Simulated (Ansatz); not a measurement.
# Residual resistivity of an alloy: Ag(111) with 4 layers of random Ag-Ir, 2x2, part 2 of 2

Aim: the residual resistivity of a random alloy, from Ag(111) with 4 layers of random Ag-Ir, 2x2 and longer regions.

Ansatz 0.2.0; Ansatz plane-wave DFT, PBE, PAW files; ballistic transport by layer matching (Landauer), zero bias; PAW set soft_1.

So far. Step 2 (With 4 alloy layers): Over the solved energies the transmission per spin lies between 1.91 and 2.09, out of 3.27 channels of the lead on average (up to 3.33).

**3. With 8 alloy layers**

System of this step: Ag(111) with 8 layers of random Ag-Ir, 2x2. The cell holds 56 atoms: 52 Ag and 4 Ir. Its edges and angles: a = 5.779 Å, b = 5.779 Å, c = 33.070 Å, α = 87.5°, β = 92.5°, γ = 120.0°. It derives from Ag. Regions: lead, 24 atoms (24 Ag); scattering region, 32 atoms (28 Ag and 4 Ir). The structure is stacked along c, and the current runs across the ab planes.

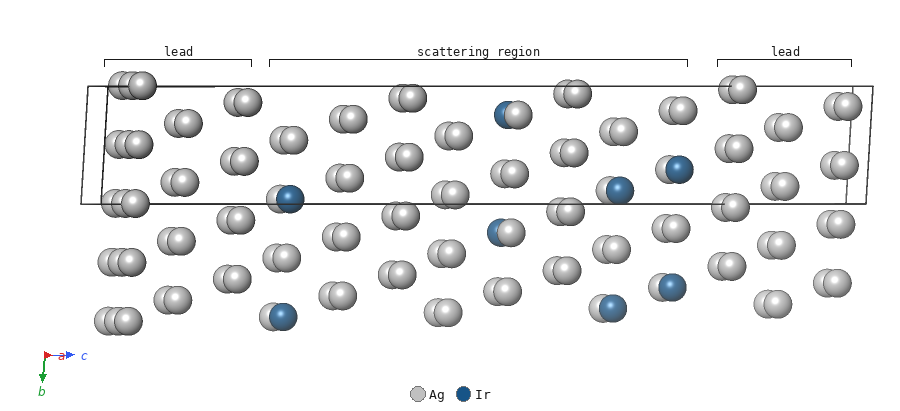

The cell of this step (silver light grey, iridium blue). 1×2×1 cells are drawn. Some periodic images of atoms are drawn too.

input.yaml reads:

```yaml
crystal:
  lattice:
    - [5.7787594586, 0.0, 0.0]
    - [-2.8893797293, 5.0045524935, 0.0]
    - [-1.4446898646, 0.8340920822, 33.0283613795]
  atoms:
    - { symbol: Ag, position: [0.005952381, 0.994047619, 0.0357142857] }
    - { symbol: Ag, position: [0.005952381, 0.494047619, 0.0357142857] }
    - { symbol: Ag, position: [0.505952381, 0.994047619, 0.0357142857] }
    - { symbol: Ag, position: [0.505952381, 0.494047619, 0.0357142857] }
    - { symbol: Ag, position: [0.1845238095, 0.3154761905, 0.1071428571] }
    - { symbol: Ag, position: [0.1845238095, 0.8154761905, 0.1071428571] }
    - { symbol: Ag, position: [0.6845238095, 0.3154761905, 0.1071428571] }
    - { symbol: Ag, position: [0.6845238095, 0.8154761905, 0.1071428571] }
    - { symbol: Ag, position: [0.3630952381, 0.1369047619, 0.1785714286] }
    - { symbol: Ag, position: [0.3630952381, 0.6369047619, 0.1785714286] }
    - { symbol: Ag, position: [0.8630952381, 0.1369047619, 0.1785714286] }
    - { symbol: Ag, position: [0.8630952381, 0.6369047619, 0.1785714286] }
    - { symbol: Ag, position: [0.0416666667, 0.9583333333, 0.25] }
    - { symbol: Ag, position: [0.0416666667, 0.4583333333, 0.25] }
    - { symbol: Ir, position: [0.5416666667, 0.9583333333, 0.25] }
    - { symbol: Ag, position: [0.5416666667, 0.4583333333, 0.25] }
    - { symbol: Ag, position: [0.2202380952, 0.2797619048, 0.3214285714] }
    - { symbol: Ag, position: [0.2202380952, 0.7797619048, 0.3214285714] }
    - { symbol: Ag, position: [0.7202380952, 0.2797619048, 0.3214285714] }
    - { symbol: Ag, position: [0.7202380952, 0.7797619048, 0.3214285714] }
    - { symbol: Ag, position: [0.3988095238, 0.1011904762, 0.3928571429] }
    - { symbol: Ag, position: [0.3988095238, 0.6011904762, 0.3928571429] }
    - { symbol: Ag, position: [0.8988095238, 0.1011904762, 0.3928571429] }
    - { symbol: Ag, position: [0.8988095238, 0.6011904762, 0.3928571429] }
    - { symbol: Ag, position: [0.0773809524, 0.9226190476, 0.4642857143] }
    - { symbol: Ag, position: [0.0773809524, 0.4226190476, 0.4642857143] }
    - { symbol: Ag, position: [0.5773809524, 0.9226190476, 0.4642857143] }
    - { symbol: Ag, position: [0.5773809524, 0.4226190476, 0.4642857143] }
    - { symbol: Ir, position: [0.255952381, 0.244047619, 0.5357142857] }
    - { symbol: Ag, position: [0.255952381, 0.744047619, 0.5357142857] }
    - { symbol: Ag, position: [0.755952381, 0.244047619, 0.5357142857] }
    - { symbol: Ag, position: [0.755952381, 0.744047619, 0.5357142857] }
    - { symbol: Ag, position: [0.4345238095, 0.0654761905, 0.6071428571] }
    - { symbol: Ag, position: [0.4345238095, 0.5654761905, 0.6071428571] }
    - { symbol: Ag, position: [0.9345238095, 0.0654761905, 0.6071428571] }
    - { symbol: Ag, position: [0.9345238095, 0.5654761905, 0.6071428571] }
    - { symbol: Ag, position: [0.1130952381, 0.8869047619, 0.6785714286] }
    - { symbol: Ag, position: [0.1130952381, 0.3869047619, 0.6785714286] }
    - { symbol: Ir, position: [0.6130952381, 0.8869047619, 0.6785714286] }
    - { symbol: Ag, position: [0.6130952381, 0.3869047619, 0.6785714286] }
    - { symbol: Ag, position: [0.2916666667, 0.2083333333, 0.75] }
    - { symbol: Ag, position: [0.2916666667, 0.7083333333, 0.75] }
    - { symbol: Ag, position: [0.7916666667, 0.2083333333, 0.75] }
    - { symbol: Ir, position: [0.7916666667, 0.7083333333, 0.75] }
    - { symbol: Ag, position: [0.4702380952, 0.0297619048, 0.8214285714] }
    - { symbol: Ag, position: [0.4702380952, 0.5297619048, 0.8214285714] }
    - { symbol: Ag, position: [0.9702380952, 0.0297619048, 0.8214285714] }
    - { symbol: Ag, position: [0.9702380952, 0.5297619048, 0.8214285714] }
    - { symbol: Ag, position: [0.1488095238, 0.8511904762, 0.8928571429] }
    - { symbol: Ag, position: [0.1488095238, 0.3511904762, 0.8928571429] }
    - { symbol: Ag, position: [0.6488095238, 0.8511904762, 0.8928571429] }
    - { symbol: Ag, position: [0.6488095238, 0.3511904762, 0.8928571429] }
    - { symbol: Ag, position: [0.3273809524, 0.1726190476, 0.9642857143] }
    - { symbol: Ag, position: [0.3273809524, 0.6726190476, 0.9642857143] }
    - { symbol: Ag, position: [0.8273809524, 0.1726190476, 0.9642857143] }
    - { symbol: Ag, position: [0.8273809524, 0.6726190476, 0.9642857143] }
kpoints:
  mp_grid: { grid: [4, 4, 1] }
hamiltonian:
  xc: pbe
  pseudopotentials: { kind: paw, azcp: { folder: soft_1 } }
scf:
  occupations: { method: fermi_dirac, width: 0.1 }
output:
  transmission: { leads: [[0, 4]], kmesh: [8, 8], e_range: [-0.05, 0.05], de: 0.05 }
  write_potential: true
  write_density: true
  volumetric_format: npy
```

Started as:

```
ansatz run input.yaml --threads 4 --pin off --max-ram 15360MiB --backend cpu --events-out ev --progress --plain --runs-dir out
```

Numbers of over 12 decimals in the logs are rounded to 6 here.

Output:

```text
[...]
Crystal: 56 atoms, lattice volume = 955.184 Å³
Basis set: ecut = 420 eV, 18759 PW (Γ)
Bands: 634, of which v1, the nominal top of the filled ones, is band 528 counted from 1 (527 counted from 0)
Symmetry: 2 space group operations
[...]
k-points: 7 of 16 (time reversal used)
[...]
SCF iter   1: F=—  HF=-442467.275914 eV  |F-HF|=—  |Δ(HF+E_count)|=         —  Δρ=7.03e-2  dr2=9.71e1  ethr=3.10e-3  ⟨swp⟩=4.0  Hψ=13218  notcnv=0  defer=69
[...]
SCF iter  13: F=-442453.508238 eV  HF=-442453.508238 eV  |F-HF|=6.58e-9  |Δ(HF+E_count)|=   2.39e-9  Δρ=2.66e-7  dr2=6.94e-9  ethr=9.47e-12  ⟨swp⟩=8.7  Hψ=15378  notcnv=0
SCF 1 converged in 13 iterations: F = -442453.508238 eV  dr2 = 6.94e-9
[...]
transmission: 98 of 966 steps passed
transmission: 194 of 966 steps passed
[...]
transmission: 966 of 966 steps passed
SCF converged after 13 iterations
Free energy (F): -442453.508238 eV
[...]
Internal energy: -442452.776398 eV  (E = F + TS)
E sigma→0 (E₀):  -442453.142318 eV
Entropy (-TS):   -0.731840 eV (-13.069 meV/atom)
Fermi energy:    17.286952 eV
[...]
--- Band table (eV; the first three rows and the last of 7) ---
  k-point 0: bands = [... 524 lower, 17.4852, 17.6801, 17.7211, 17.7933, 17.8124, 18.0030, 18.0572, 18.2055, ... 102 higher]
  k-point 1: bands = [... 524 lower, 17.1210, 17.1730, 17.2745, 17.3248, 17.3720, 17.4584, 17.5420, 17.6327, ... 102 higher]
  k-point 2: bands = [... 524 lower, 17.0080, 17.1348, 17.1572, 17.2800, 17.3537, 17.4229, 17.5050, 17.6107, ... 102 higher]
  k-point 6: bands = [... 524 lower, 16.9264, 17.0044, 17.0460, 17.2394, 17.2413, 17.3977, 17.4216, 17.4452, ... 102 higher]
--- Transmission ---
  basis      : 253 plane waves across, 46 finite elements along
  points     : 21, standing for a mesh of 8 x 8
[...]
channels       : 3.140625e0 a spin
[...]
junction   : crystal 0 to crystal 0, 0.70 to 31.37 Å
    transmission   : 1.363256e0 a spin
[...]
```

The job ended after 14 min (4 threads of Arm Neoverse N1, shared host; peak memory 8.1 GiB; 55 min of CPU time).

This step gave:

- free energy: -442453.5082 eV
- energy at zero smearing: -442453.1423 eV
- Fermi energy: 17.29 eV
- transmission per spin nearest the Fermi level: 1.363
- open channels per spin nearest the Fermi level: 3.141
- step of the lead's potential: 31.8 meV

Per spin. Table of transmission, zone mean by energy, zero at the Fermi level:

| energy (eV) | transmission, zone mean |
| --- | --- |
| -0.0500 | 1.38 |
| 0.0000 | 1.36 |
| 0.0500 | 1.43 |

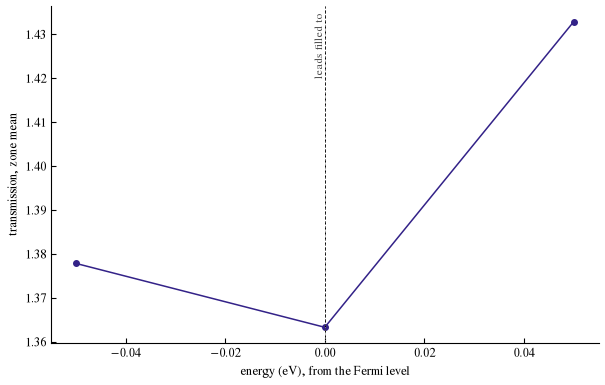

Transmission, zone mean, plotted against energy.

Over the solved energies the transmission per spin lies between 1.36 and 1.43, out of 3.23 channels of the lead on average (up to 3.33). The log calls the step of a lead's potential too much.

**4. With 12 alloy layers**

System of this step: Ag(111) with 12 layers of random Ag-Ir, 2x2. The cell holds 72 atoms: 66 Ag and 6 Ir. Cell: a = 5.779 Å, b = 5.779 Å, c = 42.465 Å, α = 90.0°, β = 90.0°, γ = 120.0°. It derives from Ag. Regions: lead, 24 atoms (24 Ag); scattering region, 48 atoms (42 Ag and 6 Ir). The structure is stacked along c, and the current runs across the ab planes.

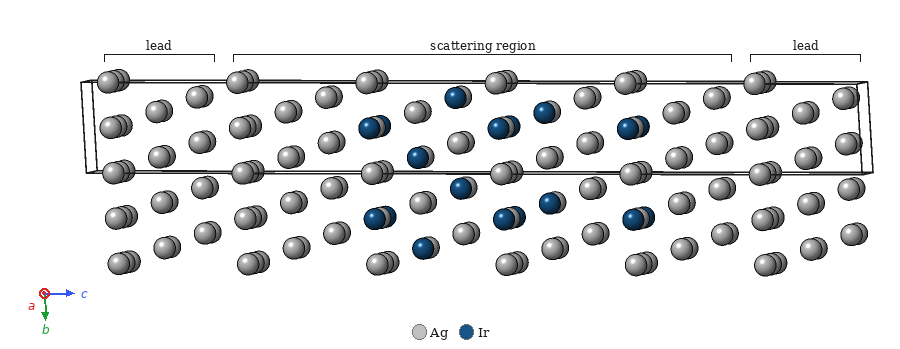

The cell of this step (silver light grey, iridium blue). 1×2×1 cells are drawn. Some periodic images of atoms are drawn too.

input.yaml reads:

```yaml
crystal:
  lattice:
    - [5.7787594586, 0.0, 0.0]
    - [-2.8893797293, 5.0045524935, 0.0]
    - [0.0, 0.0, 42.4650360593]
  atoms:
    - { symbol: Ag, position: [0.0, 0.0, 0.0277777778] }
    - { symbol: Ag, position: [0.0, 0.5, 0.0277777778] }
    - { symbol: Ag, position: [0.5, 0.0, 0.0277777778] }
    - { symbol: Ag, position: [0.5, 0.5, 0.0277777778] }
    - { symbol: Ag, position: [0.1666666667, 0.3333333333, 0.0833333333] }
    - { symbol: Ag, position: [0.1666666667, 0.8333333333, 0.0833333333] }
    - { symbol: Ag, position: [0.6666666667, 0.3333333333, 0.0833333333] }
    - { symbol: Ag, position: [0.6666666667, 0.8333333333, 0.0833333333] }
    - { symbol: Ag, position: [0.3333333333, 0.1666666667, 0.1388888889] }
    - { symbol: Ag, position: [0.3333333333, 0.6666666667, 0.1388888889] }
    - { symbol: Ag, position: [0.8333333333, 0.1666666667, 0.1388888889] }
    - { symbol: Ag, position: [0.8333333333, 0.6666666667, 0.1388888889] }
    - { symbol: Ag, position: [0.0, 0.0, 0.1944444444] }
    - { symbol: Ag, position: [0.0, 0.5, 0.1944444444] }
    - { symbol: Ag, position: [0.5, 0.0, 0.1944444444] }
    - { symbol: Ag, position: [0.5, 0.5, 0.1944444444] }
    - { symbol: Ag, position: [0.1666666667, 0.3333333333, 0.25] }
    - { symbol: Ag, position: [0.1666666667, 0.8333333333, 0.25] }
    - { symbol: Ag, position: [0.6666666667, 0.3333333333, 0.25] }
    - { symbol: Ag, position: [0.6666666667, 0.8333333333, 0.25] }
    - { symbol: Ag, position: [0.3333333333, 0.1666666667, 0.3055555556] }
    - { symbol: Ag, position: [0.3333333333, 0.6666666667, 0.3055555556] }
    - { symbol: Ag, position: [0.8333333333, 0.1666666667, 0.3055555556] }
    - { symbol: Ag, position: [0.8333333333, 0.6666666667, 0.3055555556] }
    - { symbol: Ag, position: [0.0, 0.0, 0.3611111111] }
    - { symbol: Ir, position: [0.0, 0.5, 0.3611111111] }
    - { symbol: Ag, position: [0.5, 0.0, 0.3611111111] }
    - { symbol: Ag, position: [0.5, 0.5, 0.3611111111] }
    - { symbol: Ag, position: [0.1666666667, 0.3333333333, 0.4166666667] }
    - { symbol: Ag, position: [0.1666666667, 0.8333333333, 0.4166666667] }
    - { symbol: Ag, position: [0.6666666667, 0.3333333333, 0.4166666667] }
    - { symbol: Ir, position: [0.6666666667, 0.8333333333, 0.4166666667] }
    - { symbol: Ag, position: [0.3333333333, 0.1666666667, 0.4722222222] }
    - { symbol: Ag, position: [0.3333333333, 0.6666666667, 0.4722222222] }
    - { symbol: Ir, position: [0.8333333333, 0.1666666667, 0.4722222222] }
    - { symbol: Ag, position: [0.8333333333, 0.6666666667, 0.4722222222] }
    - { symbol: Ag, position: [0.0, 0.0, 0.5277777778] }
    - { symbol: Ir, position: [0.0, 0.5, 0.5277777778] }
    - { symbol: Ag, position: [0.5, 0.0, 0.5277777778] }
    - { symbol: Ag, position: [0.5, 0.5, 0.5277777778] }
    - { symbol: Ag, position: [0.1666666667, 0.3333333333, 0.5833333333] }
    - { symbol: Ag, position: [0.1666666667, 0.8333333333, 0.5833333333] }
    - { symbol: Ir, position: [0.6666666667, 0.3333333333, 0.5833333333] }
    - { symbol: Ag, position: [0.6666666667, 0.8333333333, 0.5833333333] }
    - { symbol: Ag, position: [0.3333333333, 0.1666666667, 0.6388888889] }
    - { symbol: Ag, position: [0.3333333333, 0.6666666667, 0.6388888889] }
    - { symbol: Ag, position: [0.8333333333, 0.1666666667, 0.6388888889] }
    - { symbol: Ag, position: [0.8333333333, 0.6666666667, 0.6388888889] }
    - { symbol: Ag, position: [0.0, 0.0, 0.6944444444] }
    - { symbol: Ir, position: [0.0, 0.5, 0.6944444444] }
    - { symbol: Ag, position: [0.5, 0.0, 0.6944444444] }
    - { symbol: Ag, position: [0.5, 0.5, 0.6944444444] }
    - { symbol: Ag, position: [0.1666666667, 0.3333333333, 0.75] }
    - { symbol: Ag, position: [0.1666666667, 0.8333333333, 0.75] }
    - { symbol: Ag, position: [0.6666666667, 0.3333333333, 0.75] }
    - { symbol: Ag, position: [0.6666666667, 0.8333333333, 0.75] }
    - { symbol: Ag, position: [0.3333333333, 0.1666666667, 0.8055555556] }
    - { symbol: Ag, position: [0.3333333333, 0.6666666667, 0.8055555556] }
    - { symbol: Ag, position: [0.8333333333, 0.1666666667, 0.8055555556] }
    - { symbol: Ag, position: [0.8333333333, 0.6666666667, 0.8055555556] }
    - { symbol: Ag, position: [0.0, 0.0, 0.8611111111] }
    - { symbol: Ag, position: [0.0, 0.5, 0.8611111111] }
    - { symbol: Ag, position: [0.5, 0.0, 0.8611111111] }
    - { symbol: Ag, position: [0.5, 0.5, 0.8611111111] }
    - { symbol: Ag, position: [0.1666666667, 0.3333333333, 0.9166666667] }
    - { symbol: Ag, position: [0.1666666667, 0.8333333333, 0.9166666667] }
    - { symbol: Ag, position: [0.6666666667, 0.3333333333, 0.9166666667] }
    - { symbol: Ag, position: [0.6666666667, 0.8333333333, 0.9166666667] }
    - { symbol: Ag, position: [0.3333333333, 0.1666666667, 0.9722222222] }
    - { symbol: Ag, position: [0.3333333333, 0.6666666667, 0.9722222222] }
    - { symbol: Ag, position: [0.8333333333, 0.1666666667, 0.9722222222] }
    - { symbol: Ag, position: [0.8333333333, 0.6666666667, 0.9722222222] }
kpoints:
  mp_grid: { grid: [4, 4, 1] }
hamiltonian:
  xc: pbe
  pseudopotentials: { kind: paw, azcp: { folder: soft_1 } }
scf:
  occupations: { method: fermi_dirac, width: 0.1 }
output:
  transmission: { leads: [[0, 4]], kmesh: [8, 8], e_range: [-0.05, 0.05], de: 0.05 }
  write_potential: true
  write_density: true
  volumetric_format: npy
```

Output:

```text
[...]
Crystal: 72 atoms, lattice volume = 1228.093 Å³
Basis set: ecut = 420 eV, 24081 PW (Γ)
Bands: 814, of which v1, the nominal top of the filled ones, is band 678 counted from 1 (677 counted from 0)
Symmetry: 1 space group operations
[...]
k-points: 10 of 16 (time reversal used)
[...]
SCF iter   1: F=—  HF=-572611.835776 eV  |F-HF|=—  |Δ(HF+E_count)|=         —  Δρ=7.16e-2  dr2=4.64e2  ethr=3.10e-3  ⟨swp⟩=4.1  Hψ=24205  notcnv=0  defer=154
[...]
SCF iter  13: F=-572592.933174 eV  HF=-572592.933174 eV  |F-HF|=6.29e-8  |Δ(HF+E_count)|=   1.98e-8  Δρ=6.29e-7  dr2=6.53e-8  ethr=7.37e-12  ⟨swp⟩=8.9  Hψ=30975  notcnv=0
SCF 1 converged in 13 iterations: F = -572592.933174 eV  dr2 = 6.53e-8
[...]
transmission: 213 of 2108 steps passed
transmission: 426 of 2108 steps passed
[...]
transmission: 2108 of 2108 steps passed
SCF converged after 13 iterations
Free energy (F): -572592.933174 eV
[...]
Internal energy: -572591.938838 eV  (E = F + TS)
E sigma→0 (E₀):  -572592.436006 eV
Entropy (-TS):   -0.994336 eV (-13.810 meV/atom)
Fermi energy:    17.311687 eV
[...]
--- Band table (eV; the first three rows and the last of 10) ---
  k-point 0: bands = [... 674 lower, 17.4840, 17.7962, 17.8051, 17.8119, 17.8193, 17.8630, 17.8913, 18.1615, ... 132 higher]
  k-point 1: bands = [... 674 lower, 17.1024, 17.2064, 17.2347, 17.2915, 17.3320, 17.4362, 17.5159, 17.5401, ... 132 higher]
  k-point 2: bands = [... 674 lower, 17.0802, 17.1138, 17.1451, 17.2034, 17.2338, 17.3518, 17.4847, 17.5343, ... 132 higher]
  k-point 9: bands = [... 674 lower, 17.0903, 17.0960, 17.1917, 17.2288, 17.4083, 17.4447, 17.4779, 17.5103, ... 132 higher]
--- Transmission ---
  basis      : 253 plane waves across, 62 finite elements along
  points     : 34, standing for a mesh of 8 x 8
[...]
channels       : 3.234375e0 a spin
[...]
junction   : crystal 0 to crystal 0, 1.66 to 41.77 Å
    transmission   : 1.204586e0 a spin
[...]
```

The job ended after 38 min (4 threads; peak memory 8.1 GiB; 2.2 h of CPU time).

Numbers from this step:

```
free energy                                    : -572592.9332 eV
energy at zero smearing                        : -572592.4360 eV
Fermi energy                                   : 17.31 eV
transmission per spin nearest the Fermi level  : 1.205
open channels per spin nearest the Fermi level : 3.234
step of the lead's potential                   : 13.1 meV
```

Per spin. The transmission, zone mean by energy, zero at the Fermi level:

| energy (eV) | transmission, zone mean |
| --- | --- |
| -0.0500 | 1.22 |
| 0.0000 | 1.20 |
| 0.0500 | 1.30 |

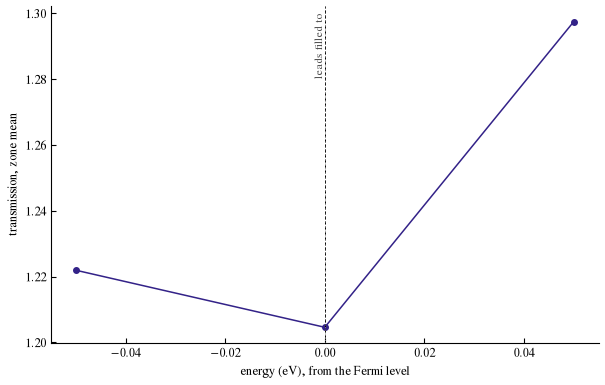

Transmission, zone mean, plotted against energy.

Over the solved energies the transmission per spin lies between 1.20 and 1.30, out of 3.27 channels of the lead on average (up to 3.33).

**5. The fit**

This step: Ansatz plane-wave DFT, PBE, PAW files; ballistic transport by layer matching (Landauer), zero bias; residual resistivity from the slope of the area resistance, atoms on the host's lattice; PAW set soft_1 (Ansatz 0.2.0).

This step gave:

* resistivity: 60.03 µΩ cm
* intercept: 0.2414 fΩ m²
* scatter about the fit: 0.1091 fΩ m²

Resistance, by row:

| run | length (Å) | T | channels N | RA (fΩ m²) |
| --- | --- | --- | --- | --- |
| n4 | 9.437 | 1.992 | 3.266 | 0.7308 |
| n8 | 18.87 | 1.391 | 3.234 | 1.529 |
| n12 | 28.31 | 1.241 | 3.266 | 1.864 |

Table of area resistance by length of the alloy:

| length of the alloy (Å) | area resistance (fΩ m²) |
| --- | --- |
| 9.44 | 0.731 |
| 18.87 | 1.53 |
| 28.31 | 1.86 |

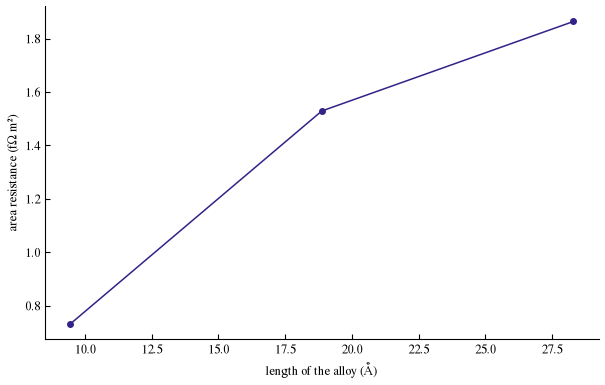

Area resistance, plotted against length of the alloy.

The area resistance goes from 0.73 to 1.9 fΩ m² between 9.4 and 28.3 Å, a slope of 60 µΩ cm.

By hand from the end points: (1.864 − 0.7308) fΩ m² / (28.31 − 9.44) Å = 60 µΩ cm, since 1 fΩ m² per Å is 1000 µΩ cm.

**6. Outcome**

| Quantity | Value |
| --- | --- |
| resistivity from the slope | 60.0 µΩ cm |
| area resistance over 9.44 Å | 0.731 fΩ m² |
| area resistance over 18.9 Å | 1.53 fΩ m² |
| area resistance over 28.3 Å | 1.86 fΩ m² |

What this shows: The slope gives 60 µΩ cm. The points scatter by 0.11 fΩ m² about the line, with one random draw a length in a 2x2 cell, so the slope is a rough value. Read with a model of isotropic scattering on a spherical Fermi surface and the lead's 0.87×10¹⁵ S/m², this slope means a mean free path near 14 Å; over these lengths the model's slope is within 3 % of its bulk resistivity. The draw over the shortest length came out nearly ordered, with 8 symmetry operations, so that point is a poor sample of a random alloy. The atoms sit on the host's lattice, so scattering by size misfit is left out. Spin-orbit coupling is left out, which matters for Ir. A lead's potential steps by up to 32 meV from period to period, which the log calls too much, so longer leads could move the result.

[Logs are printed without paths, hosts, clocks, repeated set-up lines and the standing remarks that a program may print on its own settings, such as how far it seeks lower states.]

[Hosts, paths, dates, database ids (printed as entryN), source tags and the programs' standing remarks are cut or masked in the printed files.]
